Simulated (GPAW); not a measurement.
## Bi (buckled honeycomb monolayer): G0W0 on several meshes in GPAW

Aim: the GW shift of Bi (buckled honeycomb monolayer) against the k mesh.

Method: PBE and many-body steps on it, plane waves, in GPAW 26.7.0.

### Step 1. The starting structure

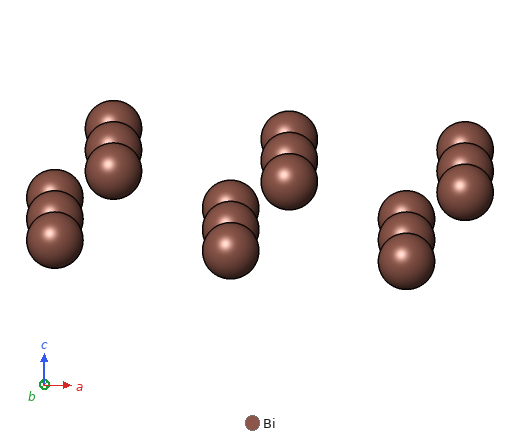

The cell as given, nearly edge on (bismuth brown). 3×3×1 cells are drawn.

The cell holds 2 atoms: 2 Bi. Its edges and angles: a = 4.353 Å, b = 4.353 Å, c = 12.600 Å, α = 90.0°, β = 90.0°, γ = 120.0°. Vacuum lies along c.

Structure file:

```cif
data_structure
_symmetry_space_group_name_H-M 'P 1'
_symmetry_Int_Tables_number 1
_cell_length_a 4.3533
_cell_length_b 4.3533
_cell_length_c 12.6000
_cell_angle_alpha 90.000
_cell_angle_beta 90.000
_cell_angle_gamma 120.000
_cell_volume 206.80
loop_
_atom_site_label
_atom_site_type_symbol
_atom_site_fract_x
_atom_site_fract_y
_atom_site_fract_z
_atom_site_occupancy
Bi1 Bi 0.33333 0.66667 0.43186 1
Bi2 Bi 0.66667 0.33333 0.56814 1
```

The structure was relaxed with PBE. The runs that relaxed it are not among those shown. Spin-orbit coupling is left out unless a step names it.

### Step 2. Empty states on the mesh, 6×6×1 mesh, 346 bands

This step: GPAW 26.7.0; DFT, PBE, plane waves, PAW.

The sums over transitions need many empty states on a uniform mesh; this step solves for them.

File run.py:

```python
import json
import numpy as np
from gpaw.mpi import world
from gpaw import GPAW

calc = GPAW('gs.gpw').fixed_density(kpts={'size': (6, 6, 1), 'gamma': True},
    parallel={'domain': 1, 'band': 1},
    txt='nscf.txt')
calc.diagonalize_full_hamiltonian(nbands=346)
calc.write('full.gpw', mode='all')
res = {}
kpts = calc.get_ibz_k_points()
res['kpts'] = kpts
res['eigenvalues'] = [calc.get_eigenvalues(kpt=k) for k in range(len(kpts))]
res['n_electrons'] = calc.get_number_of_electrons()

if world.rank == 0:
    with open('result.json', 'w') as f:
        json.dump(res, f, default=lambda x: x.tolist())
```

Command:

```bash
$ mpirun -n 4 gpaw python run.py
```

Numbers of over 12 decimals in the logs are rounded to 6 here.

The program printed:

```text
Diagonalizing LCAO Hamiltonian
Converting LCAO to pw mode
convergence criteria:
- Maximum integral of absolute [eigenst]ate change: 4e-08 eV^2 / valence electron
maximum number of iterations: 100

SCF iterations
|iter     |     time |      energy | eigst |  dens |
|iter:   1|  |             | +1.31 |       |
|iter:   2|  |             | -0.46 |       |
|iter:   3|  |             | -2.10 |       |
|iter:   4|  |             | -3.74 |       |
|iter:   5|  |             | -5.09 |       |
|iter:   6|  |             | -6.30 |       |
|iter:   7|  |             | -7.36 |       |
|iter:   8|  |             | -7.68c|       |
SCF steps: 8
  __  _  _
 | _ |_)|_||  |
 |__||  | ||/\| - 26.7.0

Input parameters:
  mode=PW(ecut=450.000000),
  convergence={'density': 1e-06, 'bands': -3},
  gpts=array([24, 24, 63]),
  kpts=MonkhorstPack(size=(6, 6, 1), gamma=True),
  maxiter=100,
  nbands=22,
  occupations=Occupations(name='fermi-dirac', width=0.001, fixmagmom=False),
  parallel={'domain': 1, 'band': 1},
  xc=XC(name='PBE')
Matrix size: 4489x4489
# Writing to full.gpw (mode='all')
  [... matrices ...]

timing:  # [seconds]
  Total: 165.299  # ━━━━━━━━━━━━━━━━━━━━━━━━━━━━━━━━━━━━━━━━━━━━━━━━━━━━━━━━━
```

It took 2.8 min on 4 MPI ranks of Arm Neoverse V1, shared host; peak memory 6.6 GiB.

This step gave:

```
gap                                                           : 0.6127 eV
k of the valence top                                          : 0, 0, 0
k of the conduction bottom                                    : 0, 0, 0
least direct gap                                              : 0.6127 eV
k points computed                                             : 7
lowest point of the top converged band, above the valence top : 77.6330 eV
```

On this mesh the gap is 0.613 eV.

### Step 3. 6×6×1

Now the one-shot GW correction: screening in the RPA, then the self-energy of the levels asked for.

This step: G0W0 on PBE, plane waves, PAW.

File run.py:

```python
import json
import numpy as np
from gpaw.mpi import world
from gpaw.response.g0w0 import G0W0

gw = G0W0('full.gpw',
    filename='gw',
    kpts=[0],
    bands=(13, 17),
    ecut=24,
    nbands=55,
    truncation='2D',
    integrate_gamma='sphere',
    q0_correction=True,
    frequencies={'type': 'nonlinear', 'domega0': 0.15, 'omega2': 15.0},
    eta=0.1,
    nblocksmax=True)
gw.calculate()
res = {mode: {k: v for k, v in r.items() if k != 'sigma_eskwn'}
       for mode, r in gw.all_results.items()}

if world.rank == 0:
    with open('result.json', 'w') as f:
        json.dump(res, f, default=lambda x: x.tolist())
```

Command:

```bash
$ mpirun -n 4 gpaw python run.py
```

The program printed:

```text
Using integrator: PointIntegrator
NonLinearFrequencyDescriptor(from 0.000 to 42.962 eV, 132 points)
Nonperiodic BCs:  [False False  True]
Using integrator: PointIntegrator
NonLinearFrequencyDescriptor(from 0.000 to 42.962 eV, 132 points)
Nonperiodic BCs:  [False False  True]
Applying analytical 2D correction to W:
    Evaluating Gamma point contribution to W on a 19x19x1 grid
  ___  _ _ _
 |   || | | |
 | | || | | |
 |__ ||_____|
 |___|

BZ k-points: Symmetries present (total): 12

  [... matrices ...]
36 k-points: 6 x 6 x 1 Monkhorst-Pack grid + [1/12,1/12,0.000000]
7 k-points in the irreducible part of the Brillouin zone
       k-points in crystal coordinates                weights
   0:     0.00000000    0.00000000    0.00000000          1/36
   1:     0.16666667    0.00000000    0.00000000          6/36
   2:     0.33333333   -0.16666667    0.00000000          6/36
   3:     0.33333333    0.00000000    0.00000000          6/36
   4:     0.33333333    0.33333333    0.00000000          2/36
   5:     0.50000000    0.33333333    0.00000000         12/36
   6:     0.50000000    0.50000000    0.00000000          3/36

Distributing spins, k-points and bands (1 x 1 x 4) over 1 process
Number of blocks: 4

Quasi particle states:
k-points (IBZ indices): [0]
Band range: (13, 17)
  [... matrices ...]
Computational parameters:
Plane wave cut-off: 24 eV
Number of bands: 55
Coulomb cutoff: 2D
Broadening: 0.1 eV

fxc modes: GW
Kernel: RPA
Using full-frequency real axis integration
Summing all q:

Calculating screened Coulomb potential
2D Coulomb truncation
NonLinearFrequencyDescriptor(from 0.000 to 42.962 eV, 132 points)
Removing empty qpoint cache files...

Calculating chi0 body with:
    Ground state adapter containing:
    Number of spins: 1
    Number of kpoints: 36
    Number of irreducible kpoints: 7
    Number of completely occupied states: 15
    Number of partially occupied states: 15
    Occupied states memory: 8.3056640625 M / cpu

    Linear response parametrization:
    q_c: [1.3877787807814457e-17, 1.3877787807814457e-17, 0.0]
    Number of frequency points: 132
    Planewave cutoff: 24.0
    Number of bands: 55
    Number of planewaves: 53
    Broadening (eta): 0.1
    comm.size: 4
    kncomm.size: 1
    blockcomm.size: 4

    Memory estimate of potentially large arrays:
        chi0_wGG: 1.414444 M / cpu
Integrating chi0 body.

Symmetries of q_c:
    Direct symmetries (Uq -> q): 12
    Indirect symmetries (TUq -> q): 0
In total 12 allowed symmetries.

  [... matrices ...]
7 groups of equivalent kpoints. 80.555556% reduction.

Integral kind: spectral function
Integrating chi0 head and wings.

Symmetries of q_c:
    Direct symmetries (Uq -> q): 12
    Indirect symmetries (TUq -> q): 0
In total 12 allowed symmetries.

  [... matrices ...]
7 groups of equivalent kpoints. 80.555556% reduction.

Integral kind: spectral function wings

Calculating chi0 body with:
    Ground state adapter containing:
    Number of spins: 1
    Number of kpoints: 36
    Number of irreducible kpoints: 7
    Number of completely occupied states: 15
    Number of partially occupied states: 15
[... the further q-points ...]

Results:
f:      Occupation numbers
eps:     KS-eigenvalues [eV]
vxc:     KS vxc [eV]
exx:     Exact exchange [eV]
sigma:   Self-energies [eV]
dsigma:  Self-energy derivatives
Z:       Renormalization factors
qp:      QP-energies [eV]

k-point 0 (0): (0.000, 0.000, 0.000)                GW
band       f     eps     vxc     exx   sigma  dsigma       Z      qp
                                                                   GW
  13   1.000  -0.808 -13.569 -14.423   1.236  -0.457   0.686  -0.546
  14   1.000  -0.808 -13.569 -14.423   1.236  -0.457   0.686  -0.546
  15   0.000  -0.195 -11.194  -8.499  -1.752  -0.467   0.682   0.448
  16   0.000   1.768 -12.908  -9.246  -2.298  -0.565   0.639   2.640
```

Run time: 28 s. Hardware: 4 MPI ranks; peak memory 1.1 GiB.

This step gave:

* G0W0 gap on the points computed: 0.9939 eV
* least direct G0W0 gap on the computed points: 0.9939 eV
* Z at the valence top: 0.6864
* Z at the conduction bottom: 0.6816
* starting gap on the mesh: 0.6127 eV
* k of the valence top: 0, 0, 0
* k of the conduction bottom: 0, 0, 0

The gap on the mesh goes from 0.61 eV to 0.99 eV, a correction of +0.38 eV.

### Step 4. Empty states on the mesh, 9×9×1 mesh, 65 bands

This step: DFT, PBE, plane waves, PAW.

File run.py:

```python
import json
import numpy as np
from gpaw.mpi import world
from gpaw import GPAW

calc = GPAW('gs.gpw').fixed_density(kpts={'size': (9, 9, 1), 'gamma': True},
    nbands=75,
    convergence={'bands': 65},
    txt='nscf.txt')
calc.write('full.gpw', mode='all')
res = {}
kpts = calc.get_ibz_k_points()
res['kpts'] = kpts
res['eigenvalues'] = [calc.get_eigenvalues(kpt=k) for k in range(len(kpts))]
res['n_electrons'] = calc.get_number_of_electrons()

if world.rank == 0:
    with open('result.json', 'w') as f:
        json.dump(res, f, default=lambda x: x.tolist())
```

Command:

```bash
$ mpirun -n 4 gpaw python run.py
```

The program printed:

```text
Diagonalizing LCAO Hamiltonian
Converting LCAO to pw mode
convergence criteria:
- Maximum integral of absolute [eigenst]ate change: 4e-08 eV^2 / valence electron
maximum number of iterations: 100

SCF iterations
|iter     |     time |      energy | eigst |  dens |
|iter:   1|  |             | +3.60 |       |
|iter:   2|  |             | +2.16 |       |
|iter:   3|  |             | +0.99 |       |
[...]
|iter:  13|  |             | -6.65 |       |
|iter:  14|  |             | -7.23 |       |
|iter:  15|  |             | -7.59c|       |
SCF steps: 15
  __  _  _
 | _ |_)|_||  |
 |__||  | ||/\| - 26.7.0

Input parameters:
  mode=PW(ecut=450.000000),
  convergence={'bands': 65},
  gpts=array([24, 24, 63]),
  kpts=MonkhorstPack(size=(9, 9, 1), gamma=True),
  maxiter=100,
  nbands=75,
  occupations=Occupations(name='fermi-dirac', width=0.001, fixmagmom=False),
  parallel={},
  xc=XC(name='PBE')
# Writing to full.gpw (mode='all')
  [... matrices ...]

timing:  # [seconds]
  Total: 0.042  # ━━━━━━━━━━━━━━━━━━━━━━━━━━━━━━━━━━━━━━━━━━━━━━━━━━━━━━━━━━━
```

Run time: 30 s. Hardware: 4 MPI ranks; peak memory 0.91 GiB.

Numbers from this step:

| Quantity | Value |
| --- | --- |
| gap | 0.6127 eV |
| k of the valence top | 0, 0, 0 |
| k of the conduction bottom | 0, 0, 0 |
| least direct gap | 0.6127 eV |
| k points computed | 12 |
| lowest point of the top converged band, above the valence top | 21.85 eV |

On this mesh the gap is 0.613 eV.

### Step 5. 9×9×1

This step: G0W0 on PBE, plane waves, PAW.

File run.py:

```python
import json
import numpy as np
from gpaw.mpi import world
from gpaw.response.g0w0 import G0W0

gw = G0W0('full.gpw',
    filename='gw',
    kpts=[0],
    bands=(13, 17),
    ecut=24,
    nbands=55,
    truncation='2D',
    integrate_gamma='sphere',
    q0_correction=True,
    frequencies={'type': 'nonlinear', 'domega0': 0.15, 'omega2': 15.0},
    eta=0.1,
    nblocksmax=True)
gw.calculate()
res = {mode: {k: v for k, v in r.items() if k != 'sigma_eskwn'}
       for mode, r in gw.all_results.items()}

if world.rank == 0:
    with open('result.json', 'w') as f:
        json.dump(res, f, default=lambda x: x.tolist())
```

Command:

```bash
$ mpirun -n 4 gpaw python run.py
```

The program printed:

```text
Using integrator: PointIntegrator
NonLinearFrequencyDescriptor(from 0.000 to 43.686 eV, 133 points)
Nonperiodic BCs:  [False False  True]
Using integrator: PointIntegrator
NonLinearFrequencyDescriptor(from 0.000 to 43.686 eV, 133 points)
Nonperiodic BCs:  [False False  True]
Applying analytical 2D correction to W:
    Evaluating Gamma point contribution to W on a 13x13x1 grid
  ___  _ _ _
 |   || | | |
 | | || | | |
 |__ ||_____|
 |___|

BZ k-points: Symmetries present (total): 12

  [... matrices ...]
81 k-points: 9 x 9 x 1 Monkhorst-Pack grid
12 k-points in the irreducible part of the Brillouin zone
       k-points in crystal coordinates                weights
   0:     0.00000000    0.00000000    0.00000000          1/81
   1:     0.11111111    0.00000000    0.00000000          6/81
   2:     0.22222222   -0.11111111    0.00000000          6/81
[...]
9:     0.44444444    0.00000000    0.00000000          6/81
          ...
  11:     0.44444444    0.44444444    0.00000000          6/81

Distributing spins, k-points and bands (1 x 1 x 4) over 1 process
Number of blocks: 4

Quasi particle states:
k-points (IBZ indices): [0]
Band range: (13, 17)
  [... matrices ...]
Computational parameters:
Plane wave cut-off: 24 eV
Number of bands: 55
Coulomb cutoff: 2D
Broadening: 0.1 eV

fxc modes: GW
Kernel: RPA
Using full-frequency real axis integration
Summing all q:

Calculating screened Coulomb potential
2D Coulomb truncation
NonLinearFrequencyDescriptor(from 0.000 to 43.686 eV, 133 points)
Removing empty qpoint cache files...

Calculating chi0 body with:
    Ground state adapter containing:
    Number of spins: 1
    Number of kpoints: 81
    Number of irreducible kpoints: 12
    Number of completely occupied states: 15
    Number of partially occupied states: 15
    Occupied states memory: 8.3056640625 M / cpu

    Linear response parametrization:
    q_c: [0.0, 0.0, 0.0]
    Number of frequency points: 133
    Planewave cutoff: 24.0
    Number of bands: 55
    Number of planewaves: 53
    Broadening (eta): 0.1
    comm.size: 4
    kncomm.size: 1
    blockcomm.size: 4

    Memory estimate of potentially large arrays:
        chi0_wGG: 1.425159 M / cpu
Integrating chi0 body.

Symmetries of q_c:
    Direct symmetries (Uq -> q): 12
    Indirect symmetries (TUq -> q): 0
In total 12 allowed symmetries.

  [... matrices ...]
12 groups of equivalent kpoints. 85.185185% reduction.

Integral kind: spectral function
Integrating chi0 head and wings.

Symmetries of q_c:
    Direct symmetries (Uq -> q): 12
    Indirect symmetries (TUq -> q): 0
In total 12 allowed symmetries.

  [... matrices ...]
12 groups of equivalent kpoints. 85.185185% reduction.

Integral kind: spectral function wings

Calculating chi0 body with:
    Ground state adapter containing:
    Number of spins: 1
    Number of kpoints: 81
    Number of irreducible kpoints: 12
    Number of completely occupied states: 15
    Number of partially occupied states: 15
    Occupied states memory: 8.3056640625 M / cpu

[... the further q-points ...]

Results:
f:      Occupation numbers
eps:     KS-eigenvalues [eV]
vxc:     KS vxc [eV]
exx:     Exact exchange [eV]
sigma:   Self-energies [eV]
dsigma:  Self-energy derivatives
Z:       Renormalization factors
qp:      QP-energies [eV]

k-point 0 (0): (0.000, 0.000, 0.000)                GW
band       f     eps     vxc     exx   sigma  dsigma       Z      qp
                                                                   GW
  13   1.000  -0.808 -13.569 -14.283   1.068  -0.422   0.703  -0.559
  14   1.000  -0.808 -13.569 -14.283   1.068  -0.422   0.703  -0.559
  15   0.000  -0.195 -11.194  -8.696  -1.551  -0.427   0.701   0.468
  16   0.000   1.768 -12.908  -9.251  -2.268  -0.525   0.656   2.679
```

Wall time 91 s (4 MPI ranks); peak memory 2 GiB; 6 min of CPU time.

Numbers from this step:

```yaml
g0w0_gap_on_the_points_computed: 1.027 eV
least_direct_g0w0_gap_on_the_computed_points: 1.027 eV
z_at_the_valence_top: 0.7031
z_at_the_conduction_bottom: 0.7007
starting_gap_on_the_mesh: 0.6127 eV
k_of_the_valence_top: 0, 0, 0
k_of_the_conduction_bottom: 0, 0, 0
```

Against G0W0 in GPAW (6×6×1 mesh, 55 bands, screening to 24 eV, full frequency, Hilbert transform), the gap moves by +0.033 eV.

### Step 6. The runs together

Times are wall times on 4 MPI ranks of Arm Neoverse V1, shared host, good to a factor of about two.

```tsv
run	mesh	bands	screening cutoff (eV)	DFT gap (eV)	gap on the mesh (eV)	direct (eV)	time
6×6×1	6×6×1	55	24	0.613	0.994	0.994	28 s
9×9×1	9×9×1	55	24	0.613	1.027	1.027	91 s
```

### Step 7. Summary of results

```
6×6×1        : 0.994 eV
9×9×1        : 1.027 eV
known limits : not at the basis limit; model gap, bands may invert with spin-orbit coupling; no spin-orbit coupling
```

9×9×1: +0.033 eV against 6×6×1. Bands and cutoff are finite, so the gap is not at the basis limit. The miss can reach some tenths of an eV and take either sign; the mesh is an error of its own. These stock PAW sets were not made for GW. In the G0W0 runs levels were corrected at 1 k point alone, so a gap called «on the mesh» is the least over those, and an edge elsewhere would be missed. Mesh or cutoff lie under what a gap needs, so these runs test behaviour and cost; their gaps are not to be quoted. Where an edge is built on 6p states of lead, bismuth or thallium, scalar-relativistic gaps usually stand too wide, by a few tenths to over one eV. With atoms this heavy and so narrow a gap, spin-orbit coupling can invert the bands. These scalar-relativistic gaps are then model values, not to be set against experiment, and a spin-orbit change taken from DFT can't simply be added.

[Paths, hosts, dates, memory and timing lines, banners, echoed tables and standing remarks are left out of the program output.]

[Logs are printed without paths, hosts, clocks, repeated set-up lines and the standing remarks that a program may print on its own settings, such as how far it seeks lower states.]

[Runs of the session that timed out or met a known fault of the program may be left out.]

[Hosts, paths, dates, database ids (printed as entryN), source tags and the programs' standing remarks are cut or masked in the printed files.]
